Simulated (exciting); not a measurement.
# Energy of V along an even scaling of the cell

System: V (Im-3m, 1 atom in the cell).
Method: Kohn-Sham DFT of a periodic cell, PBE, all-electron LAPW+lo, shipped species files, spin-polarised (exciting sodium).

The 7 runs differ only in the geometry, by an even scaling of the cell at fixed fractional positions. The structure derives from an entry of the Crystallography Open Database.

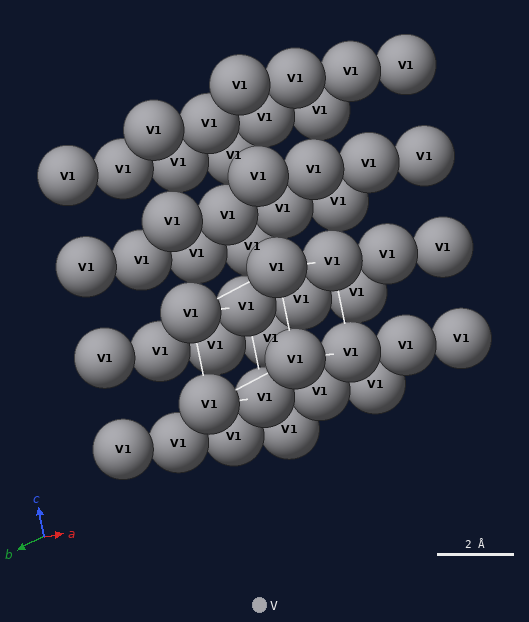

Figure 1. The structure of run 4 (spheres-only view of the cell of the calculation, repeated 3 × 2 × 3, seen at an oblique angle; atoms are numbered from 1 in the order of the input).

### Input of run 4
```
<input>
  <title>V</title>
  <structure speciespath="./" tshift="false">
    <crystal scale="1">
      <basevect>-2.861706756827 2.861706756827 2.861706756827</basevect>
      <basevect>2.861706756827 -2.861706756827 2.861706756827</basevect>
      <basevect>2.861706756827 2.861706756827 -2.861706756827</basevect>
    </crystal>
    <species speciesfile="V.xml" rmt="2">
      <atom coord="0.000000000000 0.000000000000 0.000000000000" bfcmt="0 0 -8"/>
    </species>
  </structure>
  <groundstate do="fromscratch" ngridk="12 12 12" rgkmax="9" gmaxvr="14" lmaxapw="10" lmaxmat="10" lmaxvr="8" xctype="GGA_PBE" stype="Fermi Dirac" swidth="0.00183747" nempty="20" ValenceRelativity="iora*" epsengy="1e-05" epspot="1e-05" maxscl="90" tforce="true" outputlevel="normal">
    <spin reducebf="0.5"/>
  </groundstate>
</input>
```

Command:
```bash
OMP_NUM_THREADS=1 exciting_smp
```

Lattice vectors (Å) and fractional positions of run 4:
```
  -1.514350    1.514350    1.514350
   1.514350   -1.514350    1.514350
   1.514350    1.514350   -1.514350
V   0.000000  0.000000  0.000000
```

Run 3 has the same physical settings and fractional positions; its lattice vectors (Å) are:
```
  -1.504186    1.504186    1.504186
   1.504186   -1.504186    1.504186
   1.504186    1.504186   -1.504186
```

### Results, with one run withheld

```csv
run,volume per atom (Å³),"free energy per atom, from the lowest run given (meV)"
1,13.058,6.79
2,13.336,0.00
3,13.613,?
4,13.891,6.62
5,14.169,18.52
6,14.447,35.60
7,14.725,57.09
```

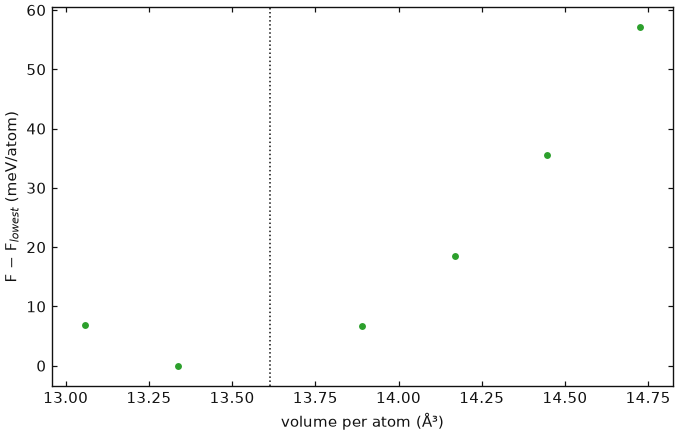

Figure 2. Free energy per atom of the runs given; the dotted line marks run 3.

Fit the runs given and predict run 3.

A cubic polynomial in V^(−2/3) (the Birch–Murnaghan form), fitted to the 6 runs given, misses them by at most 0.05 meV per atom. With x = V^(−2/3) − 0.17284 Å⁻², it reads F = 7.4598 − 4259.8 x + 5.5302e+05 x² + 4.3224e+05 x³ (meV per atom). At run 3 it gives 0.19 meV per atom, and the run itself gives 0.24. The fit has its minimum at 13.466 Å³ per atom, where V d²F/dV² gives 184 GPa: the bulk modulus at this level, since symmetry fixes the shape and the positions.

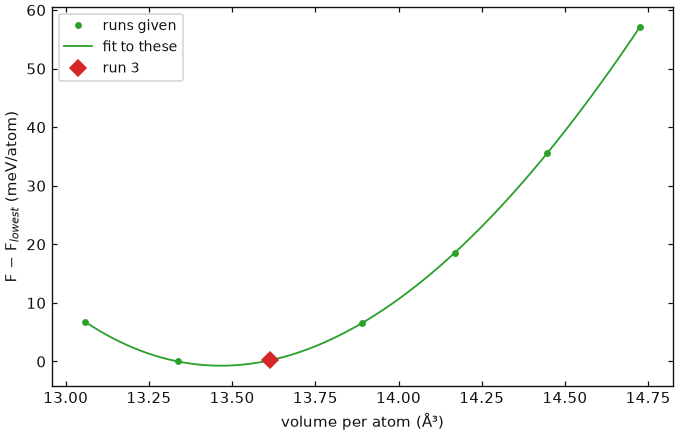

Figure 3. The fit and the withheld run.

### Some lines of the output (run 3)
```
[...]
 Total energy                               :      -949.32301503
 Fermi energy                               :         0.39765682
 DOS at Fermi energy (states/Ha/cell)       :        60.70429981
 Absolute change in total energy   (target) :  0.712819E-04  ( 0.100000E-04)
 Total energy                               :      -949.32302264
 Fermi energy                               :         0.39765678
 DOS at Fermi energy (states/Ha/cell)       :        60.70428227
 Absolute change in total energy   (target) :  0.761259E-05  ( 0.100000E-04)
 Total energy                               :      -949.32301977
 Fermi energy                               :         0.39765681
 DOS at Fermi energy (states/Ha/cell)       :        60.70423132
 Absolute change in total energy   (target) :  0.286504E-05  ( 0.100000E-04)
 Total energy                               :      -949.32301805
 DOS at Fermi energy (states/Ha/cell)       :        60.70421648
```

Notes: Points of doubt noted for this run: forces with spin.
